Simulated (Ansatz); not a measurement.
Start from this file.

```
CELL_PARAMETERS angstrom
2.52210 0.00000 0.00000
-1.26105 2.18420 0.00000
0.00000 0.00000 4.11860
ATOMIC_POSITIONS crystal
C 0.33333 0.66667 0.06250
C 0.66667 0.33333 0.56250
C 0.33333 0.66667 0.43750
C 0.66667 0.33333 0.93750
```

**What would you see if this were drawn?**

The element is carbon. Space group: P6_3/mmc (No. 194). Lattice: primitive hexagonal. This arrangement goes by the name hexagonal diamond (lonsdaleite type). The cell holds four atoms. C is coordinated by four C in a tetrahedral arrangement at 1.54 Å. The bonds build a three-dimensional framework.

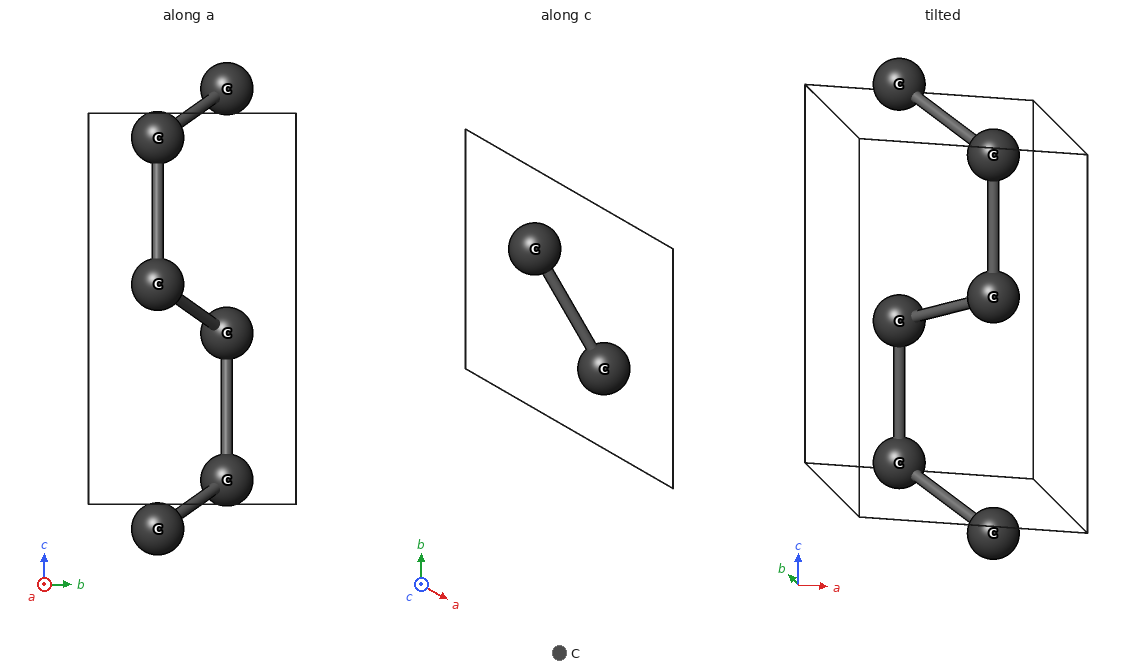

Ball-and-stick drawing of the structure, looking along the a axis, along the c axis and slightly off an axis. Lines trace the edges of the conventional unit cell.

It goes back to an entry, possibly a prediction, of the Crystallography Open Database. Earlier steps of the study, as a rule a relaxation of our own, may have changed the cell and positions, so they can lie some per cent off the listed ones. A calculation with Ansatz used it as input.
